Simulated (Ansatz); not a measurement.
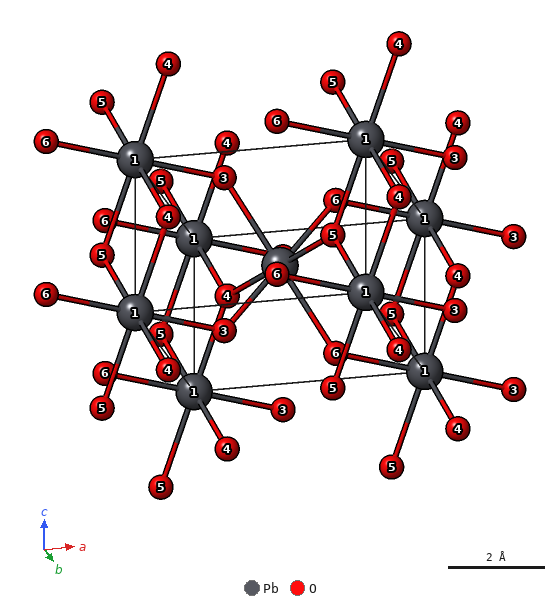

The starting point is crystalline PbO₂ (built on the rutile type) at its r2SCAN-relaxed geometry. A ball-and-stick model of the cell of the calculation, seen from a free direction.

The calculation used Ansatz 0.2.0, DFT, r2SCAN, plane waves, PAW. Settings: plane-wave cutoff 500 eV; k-point mesh 6 × 6 × 8; occupations fermi dirac; smearing width 0.02 eV; no spin polarisation.

The variant: The cell is strained by −3.0 % along c and none across it (volume −3.0 %). The atoms were relaxed with r2SCAN under that strain, and this is a single point on that geometry.

Input file:
```yaml
crystal:
  lattice:
    - [4.9838460811, 0.0, 0.0]
    - [0.0, 4.9838460811, 0.0]
    - [0.0, 0.0, 3.305393634]
  atoms:
    - { symbol: Pb, position: [0.0, 0.0, 0.0] }
    - { symbol: Pb, position: [0.5, 0.5, 0.5] }
    - { symbol: O, position: [0.3061011486, 0.3061011486, 0.0] }
    - { symbol: O, position: [0.1938988514, 0.8061011486, 0.5] }
    - { symbol: O, position: [0.8061011486, 0.1938988514, 0.5] }
    - { symbol: O, position: [0.6938988514, 0.6938988514, 0.0] }
kpoints:
  mp_grid: { grid: [6, 6, 8] }
  band_path:
    path:
      - [0.0, 0.0, 0.0]
      - [0.0, 0.5, 0.0]
      - [0.5, 0.5, 0.0]
      - [0.0, 0.0, 0.5]
      - [0.0, 0.5, 0.5]
      - [0.5, 0.5, 0.5]
      - [-0.009684, -0.009603, 0.072917]
      - [-0.085775, -0.085775, -0.006185]
    npoints: 1
hamiltonian:
  xc: r2scan
scf:
  occupations: { method: fermi_dirac, width: 0.02 }
  n_extra_bands: 5
output:
  forces: true
  stress: true
  eigenvalues: true
```

Command:
```bash
ansatz run input.yaml --threads 2 --pin off --max-ram 29491MiB --backend cpu --events-out ev --progress --plain --runs-dir out
```

Q: What is the effect?

A: It costs 11.5 meV per atom. The pressure goes from −0.1 to 5.8 GPa. The principal stresses (compression positive) are 9.3 GPa along c and 4.1 GPa across it. The forces stay under 0.01 eV/Å. The band gap goes from 0.07 to 0.04 eV. Some distances before and after: O–Pb 2.179 → 2.145 Å, O–Pb 2.165 → 2.157 Å. The space group stays P4_2/mnm (No. 136).

Drawn alike, the variant:

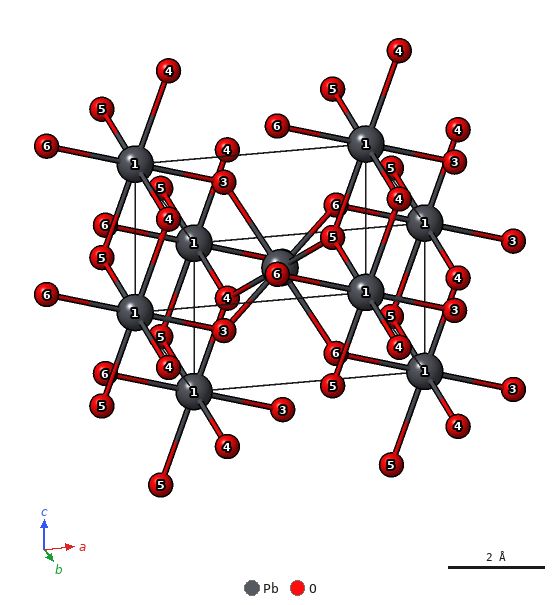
